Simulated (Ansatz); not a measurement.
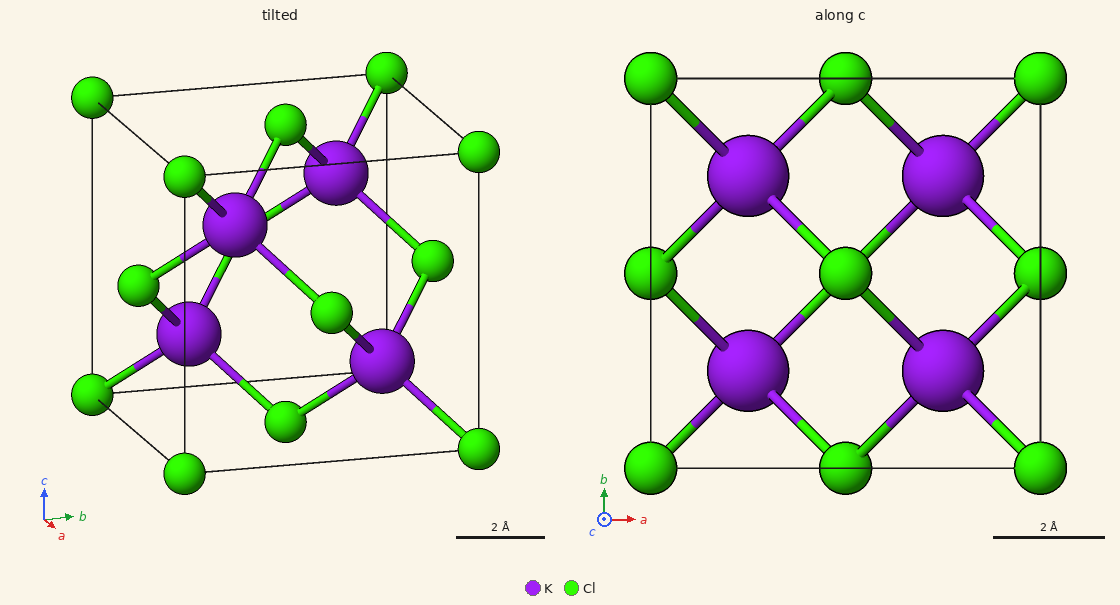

We look at a ball-and-stick model of the crystal slightly off an axis and along the c axis. Lines trace the edges of the conventional unit cell. Cell: a = 7.07 Å, b = 7.07 Å, c = 7.07 Å, α = 90.00°, β = 90.00°, γ = 90.00°.

Provenance: a random cell made by a generator, so it need not be a real form of the compound. Earlier steps of the study may have refined or changed the cell and positions. It was run through Ansatz as a DFT input.

Question: What structure is drawn here?

Answer: Chemical formula KCl. It belongs to space group F-43m (No. 216) and has a face-centred cubic lattice. Among the common structure types it is zinc blende (sphalerite type). One cell contains 4 K, 4 Cl, 8 atoms in all. The neighbours of K are four Cl in a tetrahedral arrangement at about 3.1 Å. The coordination shell of Cl holds four K in a tetrahedral arrangement at about 3.1 Å. The bonds build a three-dimensional framework.

The numbers come from DFT r2SCAN, scalar-relativistic, plane waves, PAW (Ansatz 0.2.0), using plane-wave cutoff 500 eV, k-points about 0.26 Å⁻¹ apart, Gaussian smearing of 0.02 eV, no spin polarisation.

Question: What is the electronic character?

Answer: An insulator at this level, with a gap of 5.31 eV, indirect.

Question: Give the Bader charge of each element.

Answer: K +0.87 e; Cl -0.87 e.

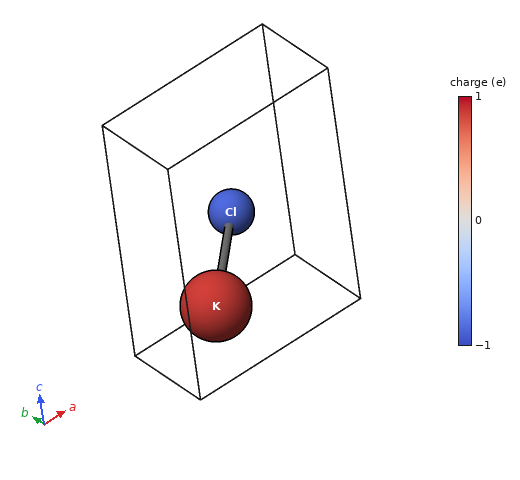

The atoms coloured by those charges. The run's cell of 2 atoms is drawn, so axes and origin can differ from the first picture.

Question: Is this the optimised geometry for these settings?

Answer: Nearly. All forces vanish to within 0.01 eV/Å. The pressure is -0.3 GPa, so the cell would contract.
